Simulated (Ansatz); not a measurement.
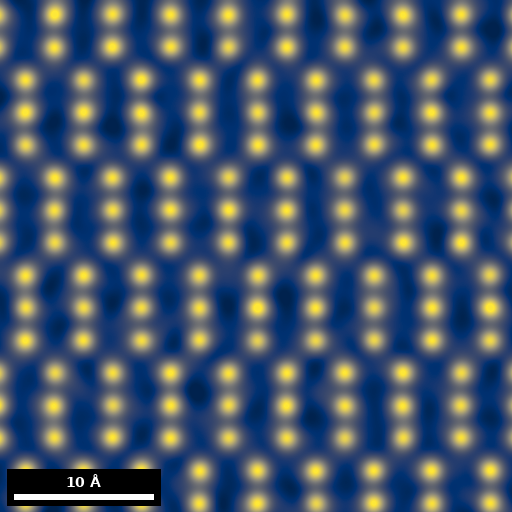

iDPC-like image of Rb (P6/mmm, No. 191). Simulated as the projected potential of neutral atoms (B = 0.5 Å²) blurred by a 1.17 Å probe, the thin-sample limit of integrated differential phase contrast. The speckle of an amorphous layer was added. Structure: coordinates from a relaxation with Ansatz 0.2.0, DFT PBE, scalar-relativistic, plane waves, PAW; the starting structure was generated, so it need not be a known form of this composition.

```cif
data_structure
_symmetry_space_group_name_H-M 'P6/mmm'
_symmetry_Int_Tables_number 191
_cell_length_a 8.0856
_cell_length_b 8.0856
_cell_length_c 4.8568
_cell_angle_alpha 90.000
_cell_angle_beta 90.000
_cell_angle_gamma 120.000
_cell_volume 274.98
loop_
_atom_site_label
_atom_site_type_symbol
_atom_site_symmetry_multiplicity
_atom_site_Wyckoff_symbol
_atom_site_fract_x
_atom_site_fract_y
_atom_site_fract_z
_atom_site_occupancy
Rb1 Rb 2 d 0.33333 0.66667 0.50000 1
Rb2 Rb 1 a 0.00000 0.00000 0.00000 1
```

Q: Along which zone axis is the crystal seen: [210], [201], [101] or [001]? (Directions equivalent by symmetry count as one.)

A: [101]. The projected cells are 4.04 × 4.86 Å, 90° for [210]; 2.33 × 2.61 Å, 116° for [201]; 4.16 × 7.31 Å, 107° for [101]; 4.67 × 4.67 Å, 120° for [001], and the image repeats as the [101] one does.
